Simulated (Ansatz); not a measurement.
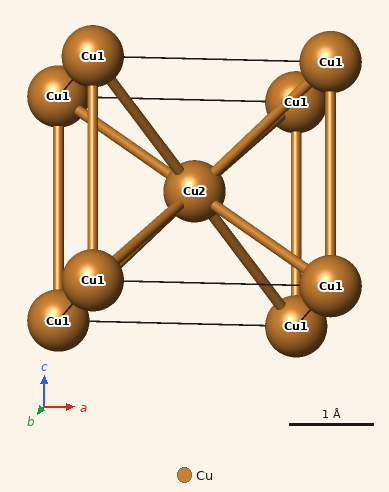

The structure (ball-and-stick view of the cell of the calculation, seen at an oblique angle; atoms are numbered from 1 in the order of the input). An atom can appear more than once, as a periodic image.

## Cu: a changed input and its effect

System: Cu (2 atoms in the cell).
Method of run 1: DFT r2SCAN, scalar-relativistic, plane waves, PAW, no spin polarisation (Ansatz 0.2.0).

The structure derives from a Materials Project entry. Text and figures count atoms from 1; the logs count them from 0 in places.

**Input file, run 1**
```yaml
crystal:
  lattice:
    - [2.8664283932, 0.0, 0.0]
    - [0.0, 2.8664283932, 0.0]
    - [0.0, 0.0, 2.711241768]
  atoms:
    - { symbol: Cu, position: [0.0, 0.0, 0.0] }
    - { symbol: Cu, position: [0.5, 0.5, 0.5] }
basis:
  ecutwfc: 500
kpoints:
  mp_grid: { grid: [18, 18, 18] }
hamiltonian:
  xc: r2scan
scf:
  occupations: { method: gaussian, width: 0.1 }
output:
  forces: true
  stress: true
  eigenvalues: true
```

Launched with:
```bash
ansatz run input.yaml --threads 1 --pin off --max-ram 2560MiB --backend cpu --events-out ev --progress --plain --runs-dir out
```

Hardware: 1 thread of Intel Xeon @ 2.50GHz (Skylake/Cascade Lake), 189 GiB of memory available, shared host.

**Output, shortened to warnings, some set-up lines, iterations and results (run 1)**
```
Basis set: ecut = 500 eV, 577 PW (Γ), exchange–correlation on 96×96×80 points (64 copies of the dense FFT grid, shifted against one another)
Symmetry: 32 space group operations
k-points: 550 of 5832
Initial density: superposition of atomic densities (neutral atoms: chi_scale 0, normalization atom), corrected by the library's trained network
[...]
SCF iter   1: F=—  HF=-13262.429467 eV  |F-HF|=—  |Δ(HF+E_count)|=         —  Δρ=3.95e-2  dr2=1.88e-1  dr2_τ=1.33e-3  ethr=1.77e-3  ⟨swp⟩=5.0  Hψ=46390  notcnv=0
SCF iter   2: F=—  HF=-13262.407592 eV  |F-HF|=—  |Δ(HF+E_count)|=   2.19e-2  Δρ=9.62e-3  dr2=6.67e-3  dr2_τ=2.28e-3  ethr=4.96e-4  ⟨swp⟩=2.0  Hψ=24735  notcnv=0  defer=84
SCF iter   3: F=—  HF=-13262.396269 eV  |F-HF|=—  |Δ(HF+E_count)|=   1.13e-2  Δρ=6.37e-3  dr2=5.93e-3  dr2_τ=4.86e-5  ethr=1.76e-5  ⟨swp⟩=2.0  Hψ=25127  notcnv=0  defer=84
SCF iter   4: F=—  HF=-13262.394502 eV  |F-HF|=—  |Δ(HF+E_count)|=   1.77e-3  Δρ=7.26e-4  dr2=2.84e-5  dr2_τ=4.55e-6  ethr=1.56e-5  ⟨swp⟩=2.3  Hψ=17644  notcnv=0  defer=84
SCF iter   5: F=—  HF=-13262.394588 eV  |F-HF|=—  |Δ(HF+E_count)|=   8.60e-5  Δρ=1.43e-4  dr2=7.17e-7  dr2_τ=1.06e-7  ethr=7.47e-8  ⟨swp⟩=2.0  Hψ=23694  notcnv=0  defer=84
SCF iter   6: F=—  HF=-13262.394596 eV  |F-HF|=—  |Δ(HF+E_count)|=   7.86e-6  Δρ=3.13e-5  dr2=4.68e-8  dr2_τ=4.55e-9  ethr=2.63e-10  ⟨swp⟩=6.7  Hψ=60812  notcnv=0
SCF iter   7: F=-13262.394596 eV  HF=-13262.394596 eV  |F-HF|=8.55e-11  |Δ(HF+E_count)|=   1.50e-7  Δρ=2.40e-6  dr2=8.64e-10  dr2_τ=1.75e-11  ethr=1.23e-10  ⟨swp⟩=5.0  …
SCF 1 converged in 7 iterations: F = -13262.394596 eV  dr2 = 8.64e-10
SCF converged after 7 iterations
Free energy (F): -13262.394596 eV
Harris-Foulkes:  -13262.394596 eV  (|F-HF|=8.55e-11)
Internal energy: -13262.391205 eV  (E = F + TS)
E sigma→0 (E₀):  -13262.392901 eV
Entropy (-TS):   -0.003391 eV (-1.696 meV/atom)
Fermi energy:    17.861405 eV
--- Per-component energies (eV) ---
  E_band       = -729.896764
  E_kinetic    = 600.773122
  E_local      = -7904.883103  (includes V_loc(G=0)·N_el)
  E_nonlocal   = 790.628125
  E_hartree    = 3498.781956
  E_xc         = -168.349143
  E_vxc        = -250.481718  (∫ρ·V_xc dr)
  E_paw        = -3355.893071  (= ΣΔE_a)
  E_vpaw       = -981.533927  (= ΣTr[D̂ρ^β])
  E_aug_tail   = 0.000302  (compensation charges beyond the density's cutoff)
  E_vtau       = 18.039353  (kinetic-family band-sum trace: ∫τ·v_τ [+ j·A + Jᵃ·Aᵃ] dr)
  E_ewald      = -6722.847177
  E_core_change = -0.602216  (= ΣΔE_core)
  E_smearing   = -0.003391  (= −TS)
  E_closure    = -0.000000  (closes the sum)
  Σ components = -13262.394596   (vs F -13262.394596, Δ=0.00e0)
--- Forces (eV/Å), atoms counted from 1 ---
  atom   1  Cu     0.00000000    -0.00000000    -0.00000000
  atom   2  Cu     0.00000000    -0.00000000    -0.00000000
  max |Σ_I F_I| component: 5.21e-29 eV/Å
--- Stress (GPa, compression-positive) ---
        5.284266      -0.000000      -0.000000
        0.000000       5.284266      -0.000000
       -0.000000      -0.000000       5.264018
  P = ⅓ Tr σ = 5.2775 GPa (52.775 kbar)
```

For run 2 the input was changed thus:
```diff
-    - [2.8664283932, 0.0, 0.0]
-    - [0.0, 2.8664283932, 0.0]
-    - [0.0, 0.0, 2.711241768]
+    - [2.8953822153, 0.0, 0.0]
+    - [0.0, 2.8953822153, 0.0]
+    - [0.0, 0.0, 2.7386280485]
```

What does this change do to the results?

With the same functional and potentials, run 2 lies 5.5 meV per atom lower. The pressure goes from 5.28 to 0.04 GPa. The volume per atom goes from 11.14 to 11.48 Å³. The cell is scaled evenly with the atoms at fixed fractional positions, so −ΔP/Δ ln V estimates the bulk modulus midway between the two volumes: about 170 GPa. The number of SCF iterations is the same.

**Output, shortened to warnings, some set-up lines, iterations and results (run 2)**
```
Basis set: ecut = 500 eV, 577 PW (Γ), exchange–correlation on 96×96×80 points (64 copies of the dense FFT grid, shifted against one another)
Symmetry: 32 space group operations
k-points: 550 of 5832
Initial density: superposition of atomic densities (neutral atoms: chi_scale 0, normalization atom), corrected by the library's trained network
[...]
SCF iter   1: F=—  HF=-13262.442235 eV  |F-HF|=—  |Δ(HF+E_count)|=         —  Δρ=3.98e-2  dr2=1.98e-1  dr2_τ=1.48e-3  ethr=1.77e-3  ⟨swp⟩=4.9  Hψ=46436  notcnv=0
SCF iter   2: F=—  HF=-13262.419777 eV  |F-HF|=—  |Δ(HF+E_count)|=   2.25e-2  Δρ=1.06e-2  dr2=8.81e-3  dr2_τ=2.35e-3  ethr=5.22e-4  ⟨swp⟩=2.1  Hψ=24771  notcnv=0  defer=83
SCF iter   3: F=—  HF=-13262.407275 eV  |F-HF|=—  |Δ(HF+E_count)|=   1.25e-2  Δρ=6.29e-3  dr2=6.01e-3  dr2_τ=4.92e-5  ethr=2.32e-5  ⟨swp⟩=2.0  Hψ=25130  notcnv=0  defer=83
SCF iter   4: F=—  HF=-13262.405465 eV  |F-HF|=—  |Δ(HF+E_count)|=   1.81e-3  Δρ=7.62e-4  dr2=3.47e-5  dr2_τ=4.11e-6  ethr=1.58e-5  ⟨swp⟩=2.2  Hψ=17810  notcnv=0  defer=83
SCF iter   5: F=—  HF=-13262.405565 eV  |F-HF|=—  |Δ(HF+E_count)|=   1.00e-4  Δρ=1.59e-4  dr2=1.04e-6  dr2_τ=1.03e-7  ethr=9.14e-8  ⟨swp⟩=2.0  Hψ=23511  notcnv=0  defer=83
SCF iter   6: F=—  HF=-13262.405574 eV  |F-HF|=—  |Δ(HF+E_count)|=   8.31e-6  Δρ=3.64e-5  dr2=9.09e-8  dr2_τ=4.05e-9  ethr=2.63e-10  ⟨swp⟩=6.7  Hψ=60827  notcnv=0
SCF iter   7: F=-13262.405574 eV  HF=-13262.405574 eV  |F-HF|=1.07e-10  |Δ(HF+E_count)|=   1.17e-7  Δρ=2.25e-6  dr2=7.80e-10  dr2_τ=1.46e-11  ethr=2.39e-10  ⟨swp⟩=5.0  …
SCF 1 converged in 7 iterations: F = -13262.405574 eV  dr2 = 7.80e-10
SCF converged after 7 iterations
Free energy (F): -13262.405574 eV
Harris-Foulkes:  -13262.405574 eV  (|F-HF|=1.07e-10)
Internal energy: -13262.402118 eV  (E = F + TS)
E sigma→0 (E₀):  -13262.403846 eV
Entropy (-TS):   -0.003456 eV (-1.728 meV/atom)
Fermi energy:    17.180032 eV
--- Per-component energies (eV) ---
  E_band       = -752.126508
  E_kinetic    = 599.966215
  E_local      = -8017.172496  (includes V_loc(G=0)·N_el)
  E_nonlocal   = 791.188034
  E_hartree    = 3544.202603
  E_xc         = -167.766213
  E_vxc        = -249.587084  (∫ρ·V_xc dr)
  E_paw        = -3356.599653  (= ΣΔE_a)
  E_vpaw       = -982.887261  (= ΣTr[D̂ρ^β])
  E_aug_tail   = 0.000313  (compensation charges beyond the density's cutoff)
  E_vtau       = 17.963360  (kinetic-family band-sum trace: ∫τ·v_τ [+ j·A + Jᵃ·Aᵃ] dr)
  E_ewald      = -6655.618705
  E_core_change = -0.602216  (= ΣΔE_core)
  E_smearing   = -0.003456  (= −TS)
  E_closure    = 0.000000  (closes the sum)
  Σ components = -13262.405574   (vs F -13262.405574, Δ=0.00e0)
--- Forces (eV/Å), atoms counted from 1 ---
  atom   1  Cu     0.00000000     0.00000000     0.00000000
  atom   2  Cu     0.00000000     0.00000000     0.00000000
  max |Σ_I F_I| component: 1.14e-28 eV/Å
--- Stress (GPa, compression-positive) ---
        0.073567       0.000000       0.000000
        0.000000       0.073567       0.000000
        0.000000       0.000000      -0.037265
  P = ⅓ Tr σ = 0.0366 GPa (0.366 kbar)
```

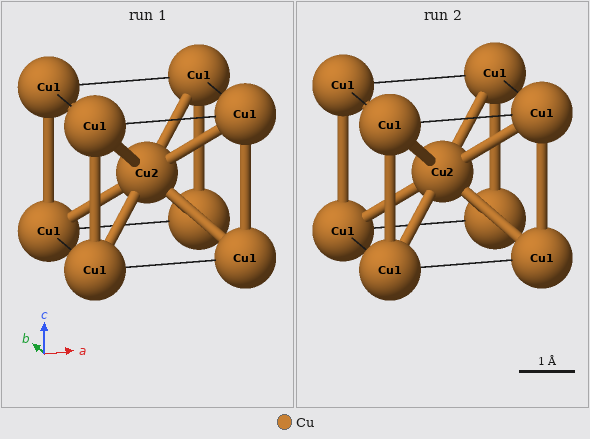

The two input geometries at one scale (ball-and-stick view of the cell of the calculation, seen slightly off an axis). The atoms keep their places relative to the cell (all moves are under 0.005 Å). Cell: a = b 2.866 → 2.895 Å (+1.0 %), c 2.711 → 2.739 Å (+1.0 %). Volume +3.1 %. Among the contacts that change: Cu1–Cu1 2.711 → 2.739 Å, Cu1–Cu2 2.438 → 2.463 Å.

**The two runs side by side**

| quantity | run 1 | run 2 |
| --- | --- | --- |
| outcome | converged | converged |
| free energy per atom (eV) | −6631.1973 | −6631.2028 |
| energy per atom, smearing taken to zero (eV) | −6631.1965 | −6631.2019 |
| gap on the mesh (eV) | 0.00 | 0.00 |
| pressure (GPa) | 5.28 | 0.04 |
| volume per atom (Å³) | 11.14 | 11.48 |
| largest force (eV/Å) | 0.000 | 0.000 |
| SCF iterations | 7 | 7 |
| irreducible k-points | 550 | 550 |
| plane waves at Γ | 577 | 577 |
| wall time (shared host) | 61 s | 64 s |

For run 1: The cell is under a pressure of 5.3 GPa at this level, so it is not at its equilibrium volume.
